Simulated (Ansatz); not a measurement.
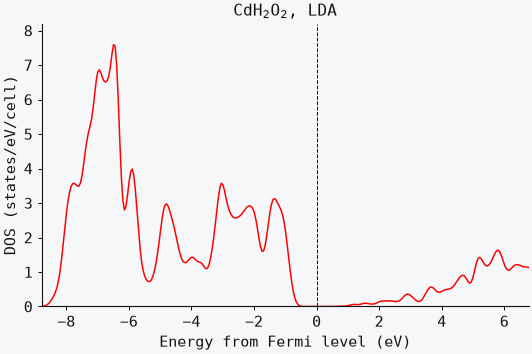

Density of states. Energies are counted from the Fermi level, put mid-gap where there is a gap. The curve is built from the levels of the k mesh with Gaussians 0.3 eV wide, which also blur the band edges.

Structure: CdH₂O₂, space group P-3m1 (No. 164), 5 atoms in the cell; a = 3.50 Å, b = 3.50 Å, c = 4.57 Å, α = 90.00°, β = 90.00°, γ = 120.00°.

Ansatz 0.2.0; DFT, LDA, plane waves, PAW, no spin polarisation, 12×12×6 k mesh.

Q: Is there a gap at the Fermi level, and how wide?

A: There is a gap; over the k points computed it is 1.58 eV (indirect; the smallest direct gap is 1.96 eV).

Q: Where is the tallest peak of the filled states in the window?

A: Within the window shown, the tallest peak of the filled states lies 5.7 eV under the valence-band top, at about 7.6 states per eV and cell.

The atoms aren't at rest in this cell (largest force 0.9 eV/Å), so the relaxed material can differ.
